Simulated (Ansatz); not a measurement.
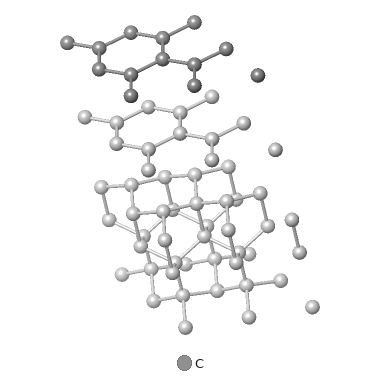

The system is CO on a C(001) slab cut from the P6_3/mmc phase, its upper half relaxed before the scan (40 atoms of substrate and one adsorbate in a 2 × 2 cell); the picture shows it without the atoms that are moved over the map. CO (O end down) is moved over the surface cell at a fixed height above a rigid substrate; the origin of the map has the adsorbate above C33; the height is held at 3.00 Å. Places are given modulo a cell vector. The map is drawn in real space over the plane of the surface. The grid has 6 × 6 points; 10 points were computed and 26 follow by symmetry. Places are given in fractions of the 1 × 1 surface cell. Energies are in meV, from the lowest grid point. At a fixed height the lowest place need not be the adsorption site. Theory: Ansatz, DFT PBE+D3(BJ), scalar-relativistic, plane waves, PAW. Settings: cutoff 420 eV, k-mesh 6×6×1, gaussian smearing 0.05 eV, no spin polarisation.

Range: position of O41 along the first surface vector from 0.000 to 0.833; position of O41 along the second surface vector from 0.000 to 0.833.

> Predict the map.

The lowest grid point is at a sixfold hollow, (4/6, 2/6) of the cell vectors. No other kind of well shows on this grid. The highest grid point, the top site over a surface C atom, (2/6, 4/6) of the cell vectors, lies 19.1 meV above the lowest. On the interpolated surface the easiest way out of the lowest well to its copy in the next cell or period passes a barrier of about 17 meV.

| second ↓, first → | 0/6 | 1/6 | 2/6 | 3/6 | 4/6 | 5/6 |
| --- | --- | --- | --- | --- | --- | --- |
| 5/6 | 16.8 | 16.9 | 17.0 | 17.0 | 16.9 | 16.8 |
| 4/6 | 12.7 | 17.0 | 19.1 | 17.0 | 12.7 | 10.5 |
| 3/6 | 10.6 | 17.0 | 17.0 | 10.6 | 4.2 | 4.2 |
| 2/6 | 12.7 | 16.9 | 12.7 | 4.2 | 0.0 | 4.2 |
| 1/6 | 16.8 | 16.8 | 10.5 | 4.2 | 4.2 | 10.5 |
| 0/6 | 18.9 | 16.8 | 12.7 | 10.6 | 12.7 | 16.8 |

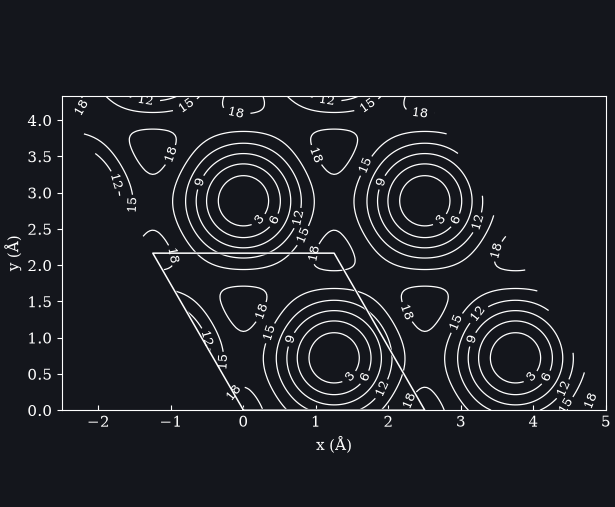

Drawn: contour lines labelled in meV, the outline of one cell of the 2 × 2 shown. Between grid points the surface is interpolated.

Time for the 10 points that were run: 4.8 min on 2 threads of AMD EPYC 9R45 96-Core Processor (Zen 5), on a shared host.

PAW datasets: the set soft_1.
